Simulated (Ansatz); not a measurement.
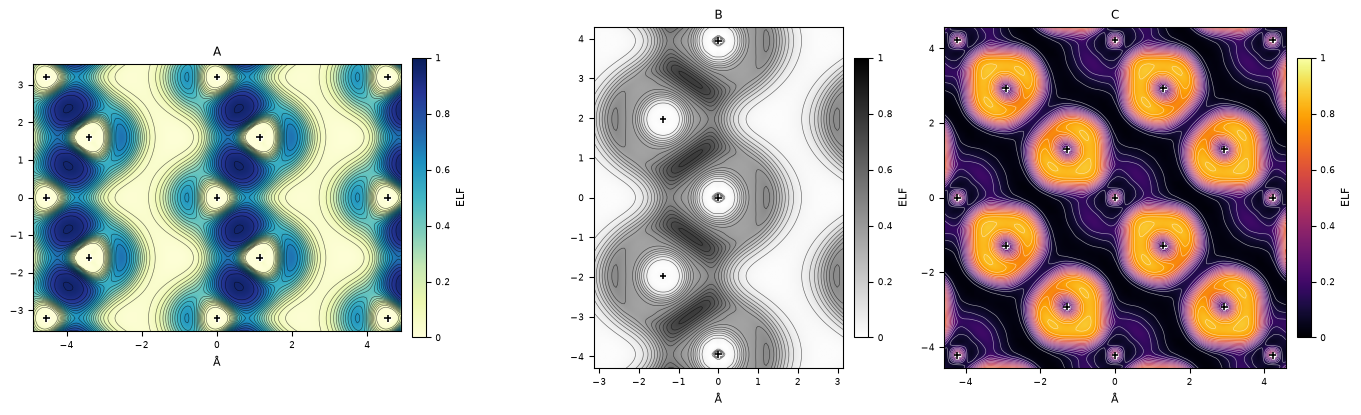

The electron localisation function of 3 systems, each on a plane through atoms (crosses mark nuclei in the plane).

Theory: DFT, PBE, plane-wave PAW, default files, scalar-relativistic, frozen cores (Ansatz).

System 1: SiO$_{2}$, the (001) plane of the conventional cell. Space group P4₂/mnm.

```
Si O
1.0
     4.22153    0.00000    0.00000
     0.00000    4.22153    0.00000
     0.00000    0.00000    2.69956
Si O
2 4
Direct
  0.00000 0.00000 0.00000
  0.50000 0.50000 0.50000
  0.30660 0.30660 0.00000
  0.19340 0.80660 0.50000
  0.69340 0.69340 0.00000
  0.80660 0.19340 0.50000
```

System 2: Ge, the (011) plane of the conventional cell. Space group Fd-3m; computed pressure about 7 GPa in this cell.

```xyz
8
Lattice="5.5809 0.0000 0.0000 0.0000 5.5809 0.0000 0.0000 0.0000 5.5809" Properties=species:S:1:pos:R:3 pbc="T T T"
Ge    2.7904    0.0000    0.0000
Ge    0.0000    2.7904    0.0000
Ge    0.0000    0.0000    2.7904
Ge    2.7904    2.7904    2.7904
Ge    4.1857    1.3952    1.3952
Ge    1.3952    4.1857    1.3952
Ge    1.3952    1.3952    4.1857
Ge    4.1857    4.1857    4.1857
```

System 3: BP, the (101) plane of the conventional cell. Space group F-43m.

```
B P
1.0
     4.53800    0.00000    0.00000
     0.00000    0.00000   -4.53800
     0.00000    4.53800    0.00000
B P
4 4
Direct
  0.50000 0.50000 0.00000
  0.00000 0.50000 0.50000
  0.00000 0.00000 0.00000
  0.50000 0.00000 0.50000
  0.25000 0.75000 0.25000
  0.75000 0.75000 0.75000
  0.75000 0.25000 0.25000
  0.25000 0.25000 0.75000
```

Q: Which map belongs to which system?

A: Panel A is system 3, BP: the plane holds B and P. B–P (1.97 Å): the ELF peaks at about 0.95 between the atoms (a covalent bond). Panel B is system 2, Ge: the plane holds Ge. Ge–Ge (2.42 Å): the ELF peaks at about 0.75 between the atoms (a covalent bond). Panel C is system 1, SiO$_{2}$: the plane holds Si and O. Si–O (1.83 Å): the ELF peaks at about 0.85 between the atoms.
